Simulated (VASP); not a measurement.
# SiC with PBE: from relaxation to properties, part 3 of 7

Aim: relax SiC, then compute properties on the relaxed cell. The start is a cell from a database of measured crystal structures.

VASP 6.6.1; PBE; plane waves and PAW (Si, C).

So far, gap on the k-mesh (eV): step 2 (full relaxation (PBE)) 1.78.

**5. Band structure (PBE)**

The mesh alone shows little of the dispersion and can miss band extrema, so KPOINTS_OPT adds a path through the symmetry points after the self-consistent cycle.

File INCAR:

```
SYSTEM = SiC
PREC = Accurate
ENCUT = 520
EDIFF = 1E-06
NELM = 100
ISMEAR = 0
SIGMA = 0.05
LREAL = .FALSE.
ALGO = Normal
GGA = PE
NBANDS = 68
LORBIT = 11
LWAVE = .FALSE.
LCHARG = .FALSE.
KPAR = 8
```

File POSCAR:

```
SiC
1.0
    3.0951883398      0.0000000000      0.0000000000
   -1.5475941699      2.6805117318      0.0000000000
    0.0000000000      0.0000000000     20.2424600926
Si C
8 8
Direct
    0.3333333333      0.6666666667      0.2501058413
    0.6666666667      0.3333333333      0.7501058413
    0.3333333333      0.6666666667      0.6250128476
    0.6666666667      0.3333333333      0.1250128476
    0.0000000000      0.0000000000      0.0000970167
    0.0000000000      0.0000000000      0.5000970167
    0.3333333333      0.6666666667      0.8751755169
    0.6666666667      0.3333333333      0.3751755169
    0.3333333333      0.6666666667      0.9688982207
    0.6666666667      0.3333333333      0.4688982207
    0.0000000000      0.0000000000      0.0938727303
    0.0000000000      0.0000000000      0.5938727303
    0.3333333333      0.6666666667      0.3441112040
    0.6666666667      0.3333333333      0.8441112040
    0.3333333333      0.6666666667      0.7187266224
    0.6666666667      0.3333333333      0.2187266224
```

File KPOINTS:

```
Automatic mesh
0
Gamma
8 8 2
0 0 0
```

File KPOINTS_OPT:

```
Line mode
12
Line-mode
Reciprocal
  0.00000000   0.00000000   0.00000000 GAMMA
  0.50000000   0.00000000   0.00000000 M

  0.50000000   0.00000000   0.00000000 M
  0.33333333   0.33333333   0.00000000 K

  0.33333333   0.33333333   0.00000000 K
  0.00000000   0.00000000   0.00000000 GAMMA

  0.00000000   0.00000000   0.00000000 GAMMA
  0.00000000   0.00000000   0.50000000 A

  0.00000000   0.00000000   0.50000000 A
  0.50000000   0.00000000   0.50000000 L

  0.50000000   0.00000000   0.50000000 L
  0.33333333   0.33333333   0.50000000 H

  0.33333333   0.33333333   0.50000000 H
  0.00000000   0.00000000   0.50000000 A

  0.50000000   0.00000000   0.50000000 L
  0.50000000   0.00000000   0.00000000 M

  0.33333333   0.33333333   0.00000000 K
  0.33333333   0.33333333   0.50000000 H
```

Potentials, in the order of the species: Si and C (PBE family, release 64).

Run with:

```bash
$ mpirun -np 8 vasp_std
```

Output:

```text
[... set-up lines as in an earlier step ...]
 entering main loop
       N       E                     dE             d eps       ncg     rms          rms(c)
DAV:   1     0.130600068410E+03    0.13060E+03   -0.27483E+04  2720   0.844E+02
DAV:   2    -0.120907514899E+03   -0.25151E+03   -0.23449E+03  3328   0.172E+02
DAV:   3    -0.134870469957E+03   -0.13963E+02   -0.13788E+02  3488   0.347E+01
DAV:   4    -0.135010486194E+03   -0.14002E+00   -0.13984E+00  3368   0.403E+00
DAV:   5    -0.135011833706E+03   -0.13475E-02   -0.13471E-02  3400   0.392E-01    0.245E+01
DAV:   6    -0.120748570919E+03    0.14263E+02   -0.21862E+01  3220   0.146E+01    0.112E+01
DAV:   7    -0.120569872872E+03    0.17870E+00   -0.48763E+00  3408   0.621E+00    0.478E+00
DAV:   8    -0.120499352892E+03    0.70520E-01   -0.20029E-01  3232   0.135E+00    0.175E+00
DAV:   9    -0.120490078139E+03    0.92748E-02   -0.36711E-02  3240   0.668E-01    0.222E-01
DAV:  10    -0.120491210649E+03   -0.11325E-02   -0.37817E-03  3432   0.170E-01    0.115E-01
DAV:  11    -0.120491489829E+03   -0.27918E-03   -0.41799E-04  3064   0.722E-02    0.391E-02
DAV:  12    -0.120491488725E+03    0.11041E-05   -0.30065E-05  3172   0.172E-02    0.165E-02
DAV:  13    -0.120491491422E+03   -0.26963E-05   -0.34778E-06  3256   0.594E-03    0.394E-03
DAV:  14    -0.120491491433E+03   -0.11769E-07   -0.95622E-07  1876   0.289E-03
   1 F= -.12049149E+03 E0= -.12049149E+03  d E =-.219910E-19
 Start KPOINTS_OPT (optional k-point list driver)
k-point batch [1-20\108]
       N       E                     dE             ncg
DAV:   1     0.775854847896E+04   -0.25801E+05     2720
DAV:   2     0.307371099313E+04   -0.46848E+04     3292
DAV:   3     0.281977806470E+04   -0.25393E+03     3400
DAV:   4     0.281731307357E+04   -0.24650E+01     3392
DAV:   5     0.281728827428E+04   -0.24799E-01     3352
DAV:   6     0.281728792435E+04   -0.34993E-03     3448
DAV:   7     0.281728791868E+04   -0.56671E-05     3088
DAV:   8     0.281728791849E+04   -0.19663E-06     2664
[...]
k-point batch [101-108\108]
       N       E                     dE             ncg
DAV:   1     0.337398313898E+05   -0.19307E+05     1088
DAV:   2     0.320618886772E+05   -0.16779E+04     1288
DAV:   3     0.319850943466E+05   -0.76794E+02     1472
DAV:   4     0.319843843266E+05   -0.71002E+00     1448
DAV:   5     0.319843777757E+05   -0.65509E-02     1400
DAV:   6     0.319843776969E+05   -0.78769E-04     1472
DAV:   7     0.319843776959E+05   -0.97662E-06     1176
```

Wall time 1.7 min (8 MPI ranks of AMD EPYC 9R14 (Zen 4), shared host); peak memory 4.2 GiB.

From OUTCAR (step 5):

```text
   k-points           NKPTS =     20   k-points in BZ     NKDIM =     20   number of bands    NBANDS=     68

   NELECT =      64.0000    total number of electrons

 E-fermi :   8.2879

 k-point     1 :       0.0000    0.0000    0.0000
  band No.  band energies     occupation
    ...
     28       7.8052      2.00000
     29       7.8052      2.00000
     30       7.9519      2.00000
     31       7.9815      2.00000
     32       7.9815      2.00000
     33      13.0674      0.00000
     34      13.1319      0.00000
     35      13.4578      0.00000
     36      13.7207      0.00000
     37      13.9167      0.00000
    ...

  Total        0.0103100      0.0103100     -0.0055317      0.0000000      0.0000000      0.0000000
  in kB        0.0983563      0.0983563     -0.0527718      0.0000000      0.0000000      0.0000000
  external PRESSURE =       0.0479803 kB  Pullay stress =       0.0000000 kB

 POSITION                                       TOTAL-FORCE (eV/Angst)
 -----------------------------------------------------------------------------------
     -0.00000      1.78701      5.06276         0.000000      0.000000     -0.002592
      1.54759      0.89350     15.18399        -0.000000     -0.000000     -0.002592
     -0.00000      1.78701     12.65180        -0.000000      0.000000     -0.007732
      1.54759      0.89350      2.53057        -0.000000     -0.000000     -0.007732
      0.00000      0.00000      0.00196        -0.000000     -0.000000     -0.002996
      0.00000      0.00000     10.12319         0.000000      0.000000     -0.002996
     -0.00000      1.78701     17.71571        -0.000000      0.000000     -0.000240
      1.54759      0.89350      7.59448         0.000000     -0.000000     -0.000240
     -0.00000      1.78701     19.61288        -0.000000      0.000000      0.009768
      1.54759      0.89350      9.49165         0.000000     -0.000000      0.009768
      0.00000      0.00000      1.90021        -0.000000      0.000000     -0.003156
      0.00000      0.00000     12.02145        -0.000000     -0.000000     -0.003156
     -0.00000      1.78701      6.96566        -0.000000     -0.000000     -0.000313
      1.54759      0.89350     17.08689         0.000000     -0.000000     -0.000313
     -0.00000      1.78701     14.54879         0.000000     -0.000000      0.007261
      1.54759      0.89350      4.42756         0.000000      0.000000      0.007261
 -----------------------------------------------------------------------------------
    total drift:                               -0.000000     -0.000000      0.000916

  FREE ENERGIE OF THE ION-ELECTRON SYSTEM (eV)
  ---------------------------------------------------
  free  energy   TOTEN  =      -120.4914914334 eV

  energy  without entropy=     -120.4914914334  energy(sigma->0) =     -120.49149143

[... 9 parts as in an earlier step ...]

[... 7 further parts left out ...]
```

This step gave:

```yaml
bands: 68
fermi_energy: 8.288 eV
pressure: 0.004798 GPa
least_gap_on_mesh_and_path: 1.775 eV
least_direct_gap_on_mesh_and_path: 2.860 eV
```

Electronic bands along the path, in eV, zero at the valence-band top; v1 is the highest filled band, c1 the lowest empty one:

```
    point     v4     v3     v2     v1    c1    c2    c3    c4
        Γ  -0.18  -0.03   0.00   0.00  5.09  5.15  5.48  5.74
        M  -1.53  -1.49  -1.40  -1.08  1.77  1.96  2.84  3.10
        K  -2.46  -2.40  -2.14  -2.14  3.27  4.00  4.08  4.08
        Γ  -0.18  -0.03   0.00   0.00  5.09  5.15  5.48  5.74
        A  -0.05  -0.05  -0.05  -0.05  5.11  5.11  5.58  5.58
        L  -1.62  -1.62  -1.20  -1.20  1.90  1.90  2.89  2.89
        H  -2.59  -2.59  -2.00  -2.00  3.58  3.58  3.92  3.92
        A  -0.05  -0.05  -0.05  -0.05  5.11  5.11  5.58  5.58
jump to L  -1.62  -1.62  -1.20  -1.20  1.90  1.90  2.89  2.89
        M  -1.53  -1.49  -1.40  -1.08  1.77  1.96  2.84  3.10
jump to K  -2.46  -2.40  -2.14  -2.14  3.27  4.00  4.08  4.08
        H  -2.59  -2.59  -2.00  -2.00  3.58  3.58  3.92  3.92
```

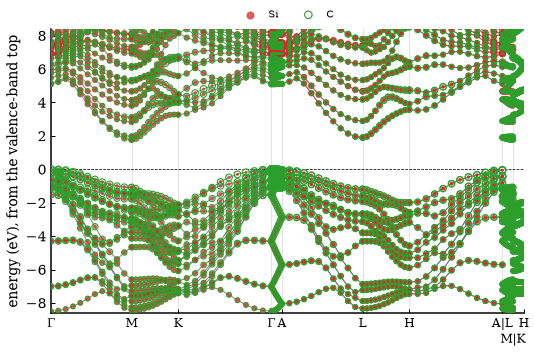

Electronic bands along the path; dots are coloured as in the legend, and their area grows with the weight.

The path finds the gap of the mesh within 0.02 eV, so the mesh comes close to both band edges.

**6. Total and projected DOS (PBE)**

Here the states are counted by energy and projected on the atoms. The mesh is finer than in the run before.

Changes to INCAR since step 5:

```diff
@@ -5,3 +5,3 @@
 NELM = 100
-ISMEAR = 0
+ISMEAR = -5
 SIGMA = 0.05
@@ -15 +15,2 @@
 KPAR = 8
+NEDOS = 2001
```

POSCAR is that of step 5.

File KPOINTS:

```
Automatic mesh
0
Gamma
12 12 2
0 0 0
```

Run with:

```bash
$ mpirun -np 8 vasp_std
```

Output:

```text
[... set-up lines as in an earlier step ...]
 entering main loop
       N       E                     dE             d eps       ncg     rms          rms(c)
DAV:   1     0.129718784787E+03    0.12972E+03   -0.27466E+04  5168   0.842E+02
DAV:   2    -0.121115610634E+03   -0.25083E+03   -0.23449E+03  6256   0.173E+02
DAV:   3    -0.134874705116E+03   -0.13759E+02   -0.13587E+02  6600   0.345E+01
DAV:   4    -0.135011367626E+03   -0.13666E+00   -0.13649E+00  6400   0.403E+00
DAV:   5    -0.135012678820E+03   -0.13112E-02   -0.13109E-02  6552   0.389E-01    0.245E+01
DAV:   6    -0.120753410337E+03    0.14259E+02   -0.21806E+01  6096   0.146E+01    0.112E+01
DAV:   7    -0.120574446317E+03    0.17896E+00   -0.48563E+00  6520   0.621E+00    0.478E+00
DAV:   8    -0.120503951869E+03    0.70494E-01   -0.19932E-01  6164   0.135E+00    0.175E+00
DAV:   9    -0.120494748116E+03    0.92038E-02   -0.36435E-02  6120   0.666E-01    0.222E-01
DAV:  10    -0.120495880681E+03   -0.11326E-02   -0.37996E-03  6612   0.170E-01    0.115E-01
DAV:  11    -0.120496156889E+03   -0.27621E-03   -0.41761E-04  5908   0.720E-02    0.392E-02
DAV:  12    -0.120496155712E+03    0.11769E-05   -0.29802E-05  6072   0.172E-02    0.163E-02
DAV:  13    -0.120496158438E+03   -0.27260E-05   -0.35788E-06  6236   0.600E-03    0.408E-03
DAV:  14    -0.120496158450E+03   -0.11880E-07   -0.86029E-07  3676   0.276E-03
   1 F= -.12049616E+03 E0= -.12049616E+03  d E =0.000000E+00
```

Run time: 55 s. Hardware: 8 MPI ranks; peak memory 4 GiB; 6.3 min of CPU time.

Parts of OUTCAR (step 6):

```text
   k-points           NKPTS =     38   k-points in BZ     NKDIM =     38   number of bands    NBANDS=     68

   NELECT =      64.0000    total number of electrons

 E-fermi :   7.9882

 k-point     1 :       0.0000    0.0000    0.0000
  band No.  band energies     occupation
    ...
     28       7.8046      2.00000
     29       7.8046      2.00000
     30       7.9514      2.00000
     31       7.9809      2.00000
     32       7.9809      2.00000
     33      13.0672      0.00000
     34      13.1317      0.00000
     35      13.4575      0.00000
     36      13.7204      0.00000
     37      13.9163      0.00000
    ...

  Total        0.0004537      0.0004537      0.0068786     -0.0000000      0.0000000      0.0000000
  in kB        0.0043282      0.0043282      0.0656206     -0.0000000      0.0000000      0.0000000
  external PRESSURE =       0.0247590 kB  Pullay stress =       0.0000000 kB

 POSITION                                       TOTAL-FORCE (eV/Angst)
 -----------------------------------------------------------------------------------
     -0.00000      1.78701      5.06276        -0.000000     -0.000000     -0.002027
      1.54759      0.89350     15.18399         0.000000      0.000000     -0.002027
     -0.00000      1.78701     12.65180         0.000000      0.000000     -0.007230
      1.54759      0.89350      2.53057        -0.000000     -0.000000     -0.007230
      0.00000      0.00000      0.00196        -0.000000      0.000000     -0.002342
      0.00000      0.00000     10.12319         0.000000     -0.000000     -0.002342
     -0.00000      1.78701     17.71571        -0.000000      0.000000      0.000428
      1.54759      0.89350      7.59448         0.000000     -0.000000      0.000428
     -0.00000      1.78701     19.61288         0.000000      0.000000      0.009200
      1.54759      0.89350      9.49165        -0.000000      0.000000      0.009200
      0.00000      0.00000      1.90021         0.000000      0.000000     -0.003705
      0.00000      0.00000     12.02145         0.000000      0.000000     -0.003705
     -0.00000      1.78701      6.96566         0.000000     -0.000000     -0.001089
      1.54759      0.89350     17.08689        -0.000000      0.000000     -0.001089
     -0.00000      1.78701     14.54879         0.000000     -0.000000      0.006764
      1.54759      0.89350      4.42756        -0.000000      0.000000      0.006764
 -----------------------------------------------------------------------------------
    total drift:                               -0.000000     -0.000000      0.000934

  FREE ENERGIE OF THE ION-ELECTRON SYSTEM (eV)
  ---------------------------------------------------
  free  energy   TOTEN  =      -120.4961584500 eV

  energy  without entropy=     -120.4961584500  energy(sigma->0) =     -120.49615845

[... 7 parts as in an earlier step ...]

[... 9 further parts left out ...]
```

This step gave:

```
irreducible k-points : 38
free energy (TOTEN)  : -120.4962 eV
Fermi energy         : 7.988 eV
pressure             : 0.002476 GPa
```

The density of states has structure finer than the step of the table below, so its rows give means over 1 eV, whole bins alone (the curve runs from -12.0 to 4.60 eV). Peaks (eV: height): total -10.4: 7.03, -7.3: 10.0, -2.8: 11.7, -2.1: 9.89; C p -7.3: 1.74, -2.8: 3.58, -1.5: 3.60; Si p -10.4: 0.801, -7.3: 0.618, -2.8: 2.08, -2.1: 1.71; Si s -7.3: 2.59; C s -10.4: 2.96, -6.7: 0.422.

States under -12.0 eV and over 4.6 eV are left out. The density of states by energy, zero at the valence-band top; means over each step; values in states/eV/cell:

```
energy (eV)   total      C p    Si p     Si s      C s
        -11    4.81   0.0488   0.425    0.397     1.81
        -10    1.37  0.00561   0.156   0.0313    0.582
         -9  1.5e-4   2.5e-5  1.9e-5   2.2e-5   3.1e-6
         -8    2.52    0.422   0.209    0.543   0.0726
         -7    6.42     1.11   0.449     1.49    0.341
         -6    3.37    0.626   0.351    0.460    0.296
         -5    5.02     1.12   0.745    0.329    0.227
         -4    6.28     1.61    1.02    0.306    0.187
         -3    8.19     2.44    1.43    0.226    0.142
         -2    8.93     3.09    1.49    0.123   0.0885
         -1    6.37     2.54   0.880   0.0388   0.0341
          0    1.04    0.466  0.0919  0.00154  0.00213
          1       0        0       0        0        0
          2   0.489   0.0225  0.0472  0.00731   0.0361
          3    2.00    0.131   0.188   0.0702    0.111
          4    3.75    0.331   0.354    0.186    0.152
```

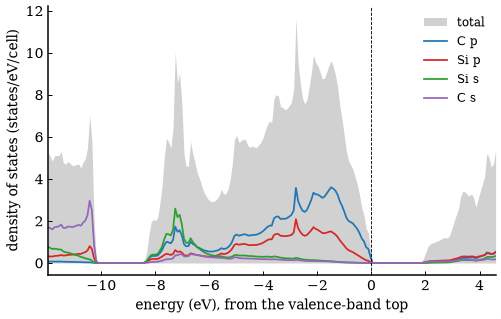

Density of states against energy.

The gap on this mesh is 1.78 eV. In the top eV of the valence band the largest shares in the PAW spheres are C p 43 % and Si p 11 %. The rest lies in smaller channels or between the spheres.

[end of part 3 of 7]

[Lines on the potential files, build, host, timing and source positions are cut from VASP's logs without a mark.]

[Logs are printed without paths, hosts, clocks, repeated set-up lines and the standing remarks that a program may print on its own settings, such as how far it seeks lower states.]

[Hosts, paths, dates, database ids (printed as entryN), source tags and the programs' standing remarks are cut or masked in the printed files.]

[A measured line is paired with the nearest computed mode of its activity, which favours agreement.]
